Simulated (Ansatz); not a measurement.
# Does disorder add resistance in series? Au(111) layers with 50 % Rh

Two lengths of the disordered region are known. What area resistance does the third give?

How it was computed: Ansatz 0.2.0, plane waves with PAW datasets at their recommended cutoffs (420 eV for most), Fermi-Dirac smearing; ballistic transmission by layer matching. The area resistance is RA = A (h/2e²)(1/T − 1/N), with T the zone-mean transmission per spin and N the lead's channels, both averaged over a few energies near the Fermi level; for magnets each spin is taken apart, with h/e², and the two conduct in parallel. Lateral cell 2x2, PBE, a fresh random draw for each length.

Results; the value marked ? is to be predicted:

| length (Å) | channels N | RA (fΩ m²) |
| --- | --- | --- |
| 9.42 | 3.210 | 1.01 |
| 18.8 | 3.210 | 2.18 |
| 28.3 | 3.210 | ? |

**Fit on the rows shown.**

Ohm's law makes RA linear in the length: the slope is (2.18 − 1.01)/(18.8 − 9.42) = 0.124 fΩ m² per Å, or 124 µΩ cm. Then 2.18 + 0.124 × 9.42. Predicted: 3.34 fΩ m².

**The withheld run.**

2.68 fΩ m², so the prediction is 25 % too high. The three lengths together give 89 µΩ cm. Single draws scatter; these runs don't part the causes of the miss, and leave the question open.

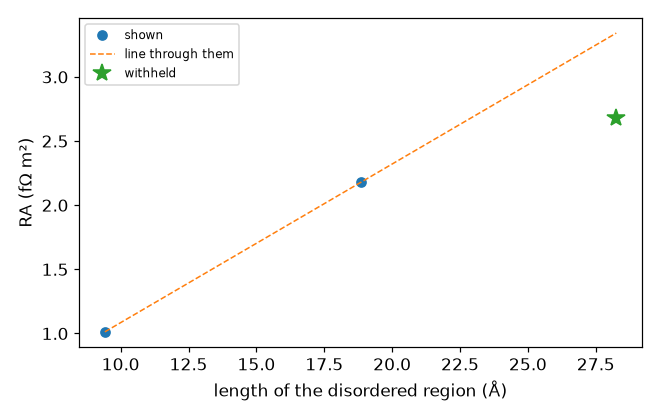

Area resistance against length.

**Limits.** The scatterers repeat sideways with the small cell. The slope is a raw one; a model of isotropic scattering puts it 1.01 times the bulk value over these lengths. Atoms sit unrelaxed on the host's lattice, and the pair may not mix at random in practice. Spin-orbit coupling is left out, which matters for Au.
